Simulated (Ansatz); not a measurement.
# Energy of Co along an even scaling of the cell

System: Co (1 atom in the cell).
Method: DFT, m-r2SCAN, plane waves (500 eV) with PAW, scalar-relativistic, spin-polarised (Ansatz 0.2.0).

The 5 runs differ only in the geometry, by an even scaling of the cell at fixed fractional positions.

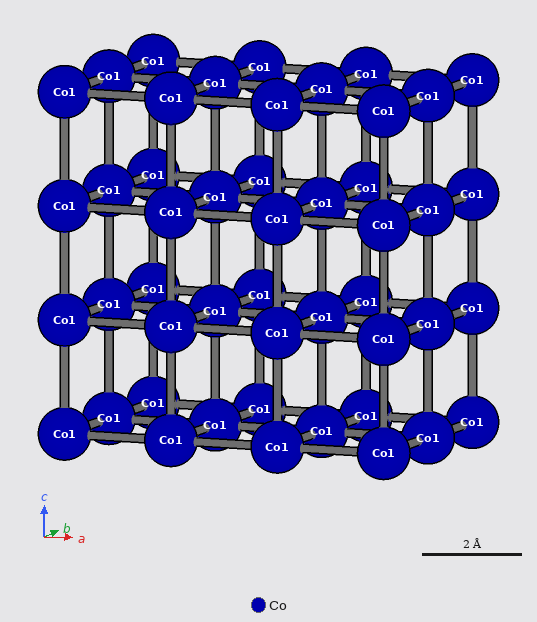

Figure 1. The structure of run 3 (ball-and-stick view of the cell of the calculation, repeated 3 × 2 × 3, seen slightly off an axis; atoms are numbered from 1 in the order of the input).

### Input of run 3
```yaml
crystal:
  lattice:
    - [2.3355315248, 0.0, 0.0]
    - [0.0, 2.3355315248, 0.0]
    - [0.0, 0.0, 2.3355315248]
  atoms:
    - { symbol: Co, position: [0.0, 0.0, 0.0], spin: 1.832 }
hamiltonian:
  xc: mr2scan
  pseudopotentials:
    kind: paw
    azcp:
      Co: "pseudopotentials/Co.paw.azcp"
basis:
  ecutwfc: 500
  fft_grid_basis: typed
kpoints:
  mp_grid: { grid: [15, 15, 15], shift: [0, 0, 0] }
magnetization:
  spin_polarized: true
scf:
  occupations: { method: fermi_dirac, width: 0.05 }
  lower_state_search: "off"
output:
  stress: true
```

Lattice vectors (Å) and fractional positions of run 3:
```
   2.335532    0.000000    0.000000
   0.000000    2.335532    0.000000
   0.000000    0.000000    2.335532
Co  0.000000  0.000000  0.000000
```

Run 2 differs from it as follows:
```diff
-    - [2.3355315248, 0.0, 0.0]
-    - [0.0, 2.3355315248, 0.0]
-    - [0.0, 0.0, 2.3355315248]
+    - [2.2420083708, 0.0, 0.0]
+    - [0.0, 2.2420083708, 0.0]
+    - [0.0, 0.0, 2.2420083708]
```

### Results, with one run withheld

```tsv
run	volume per atom (Å³)	free energy per atom, from the lowest run given (meV)	pressure (GPa)
1	10.780	83.47	23.24
2	11.270	?	?
3	12.740	0.00	−5.77
4	13.230	25.36	−10.64
5	13.720	63.93	−14.42
```

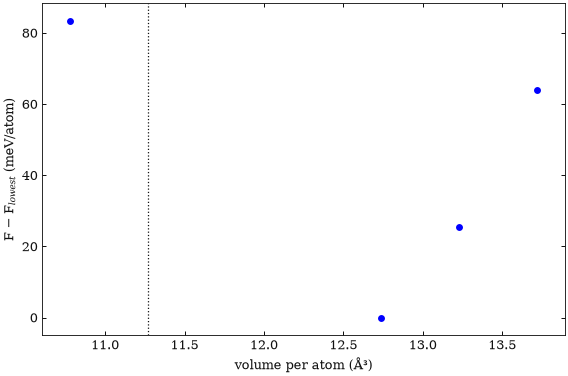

Figure 2. Free energy per atom of the runs given; the dotted line marks run 2.

Estimate the energy of run 2 from the others.

A quadratic polynomial in V^(−2/3) (the Birch–Murnaghan form), fitted to the 4 runs given, misses them by at most 0.31 meV per atom. With x = V^(−2/3) − 0.18538 Å⁻², it reads F = −6.887 − 2511.3 x + 3.6515e+05 x² (meV per atom). At run 2 it gives 26.19 meV per atom, and the run itself gives 28.10. The slope of the fit gives a pressure −dF/dV of 13.93 GPa there, and the run prints 13.57 GPa. The two needn't agree exactly: the fit is approximate, and the printed stress is taken on a finite basis. The fit has its minimum at 12.188 Å³ per atom, where V d²F/dV² gives 152 GPa: the bulk modulus at this level, since symmetry fixes the shape and the positions. So low a polynomial doesn't follow these energies more closely.

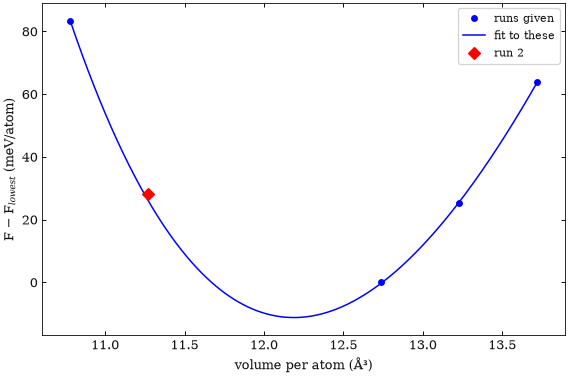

Figure 3. The fit and the withheld run.

### Output, shortened to warnings, some set-up lines, iterations and results (run 2)
```
Basis set: ecut = 500 eV, 257 PW (Γ), exchange–correlation on 72×72×72 points (64 copies of the dense FFT grid, shifted against one another)
Symmetry: 48 space group operations
k-points: 120 of 3375
Initial density: superposition of atomic densities (chi_scale 0.1, normalization cell)
[...]
SCF iter   1: F=-5130.238582 eV  HF=-5130.091672 eV  |F-HF|=1.47e-1  |Δ(HF+E_count)|=         —  Δρ=3.34e-2 (↑3.34e-2 ↓2.61e-2)  dr2=6.98e-2  dr2_τ=3.70e-2  dr2_m=6.93e-2  …
SCF iter   2: F=-5130.285417 eV  HF=-5130.202235 eV  |F-HF|=8.32e-2  |Δ(HF+E_count)|=   1.11e-1  Δρ=1.23e-2 (↑1.23e-2 ↓9.85e-3)  dr2=3.27e-2  dr2_τ=3.56e-4  dr2_m=2.01e-3  …
SCF iter   3: F=-5130.298898 eV  HF=-5130.254785 eV  |F-HF|=4.41e-2  |Δ(HF+E_count)|=   5.26e-2  Δρ=6.21e-3 (↑4.07e-3 ↓6.21e-3)  dr2=4.10e-3  dr2_τ=8.32e-5  dr2_m=5.88e-4  …
SCF iter   4: F=-5130.297075 eV  HF=-5130.277539 eV  |F-HF|=1.95e-2  |Δ(HF+E_count)|=   2.28e-2  Δρ=5.63e-3 (↑5.26e-3 ↓5.63e-3)  dr2=7.79e-3  dr2_τ=1.80e-5  dr2_m=3.27e-5  …
SCF iter   5: F=-5130.303005 eV  HF=-5130.289214 eV  |F-HF|=1.38e-2  |Δ(HF+E_count)|=   1.17e-2  Δρ=1.88e-3 (↑1.88e-3 ↓1.56e-3)  dr2=4.15e-4  dr2_τ=6.36e-5  dr2_m=1.05e-4  …
[... 13 lines ...]
SCF iter  19: F=-5130.305014 eV  HF=-5130.305007 eV  |F-HF|=6.88e-6  |Δ(HF+E_count)|=   6.08e-6  Δρ=8.88e-5 (↑8.88e-5 ↓8.33e-5)  dr2=3.74e-8  dr2_τ=3.48e-9  dr2_m=7.18e-7  …
SCF iter  20: F=-5130.305016 eV  HF=-5130.305012 eV  |F-HF|=3.78e-6  |Δ(HF+E_count)|=   4.80e-6  Δρ=7.10e-5 (↑7.10e-5 ↓6.49e-5)  dr2=2.56e-8  dr2_τ=3.11e-9  dr2_m=4.32e-7  …
SCF iter  21: F=-5130.305018 eV  HF=-5130.305017 eV  |F-HF|=6.70e-7  |Δ(HF+E_count)|=   4.72e-6  Δρ=3.68e-5 (↑3.68e-5 ↓3.18e-5)  dr2=1.09e-8  dr2_τ=9.81e-10  dr2_m=1.05e-7  …
SCF iter  22: F=-5130.305018 eV  HF=-5130.305018 eV  |F-HF|=1.00e-11  |Δ(HF+E_count)|=   1.19e-6  Δρ=1.19e-5 (↑1.19e-5 ↓8.17e-6)  dr2=6.96e-9  dr2_τ=2.95e-10  dr2_m=6.57e-9  …
SCF 1 converged in 22 iterations: F = -5130.305018 eV  dr2 = 6.96e-9
this state was not tested for a lower state beside it, because the mixer in use, unlike msr1, does not test its closes by its own steps (another_mixer; see scf.mixing.algorithm and scf.lower_state_search)
SCF converged after 22 iterations
Magnetization: 1.6125 μB (9.3062 up, 7.6938 down)
Absolute magnetization: 1.6624 μB (∫|ρ↑−ρ↓|, with the PAW one-centre terms)
Spin contamination: 0.0130 ħ² per cell (⟨S²⟩ above its minimum at these occupations)
Per-site moments (μB) at R_I (Å): [(1.6054341288926521, 0.9248284529549999)]
Free energy (F): -5130.305018 eV
Harris-Foulkes:  -5130.305018 eV  (|F-HF|=1.00e-11)
Internal energy: -5130.292574 eV  (E = F + TS)
E sigma→0 (E₀):  -5130.298796 eV
Entropy (-TS):   -0.012444 eV (-12.444 meV/atom)
Fermi energy:    17.937353 eV
--- Per-component energies (eV) ---
  E_band       = -280.175680
  E_kinetic    = 457.319671
  E_local      = -2991.897279  (includes V_loc(G=0)·N_el)
  E_nonlocal   = 461.508752
  E_hartree    = 1261.808900
  E_xc         = -157.339381
  E_vxc        = -229.447707  (∫ρ·V_xc dr)
  E_paw        = -1528.177192  (= ΣΔE_a)
  E_vpaw       = -515.931702  (= ΣTr[D̂ρ^β])
  E_aug_tail   = 0.000036  (compensation charges beyond the density's cutoff)
  E_vtau       = 14.650018  (kinetic-family band-sum trace: ∫τ·v_τ [+ j·A + Jᵃ·Aᵃ] dr)
  E_ewald      = -2633.220876
  E_core_change = -0.295206  (= ΣΔE_core)
  E_smearing   = -0.012444  (= −TS)
  E_closure    = -0.000000  (closes the sum)
  Σ components = -5130.305018   (vs F -5130.305018, Δ=0.00e0)
--- Stress (GPa, compression-positive) ---
       13.573561       0.000000       0.000000
        0.000000      13.573561       0.000000
        0.000000       0.000000      13.573561
  P = ⅓ Tr σ = 13.5736 GPa (135.736 kbar)
```

The program warns: the state was not tested for a lower one.
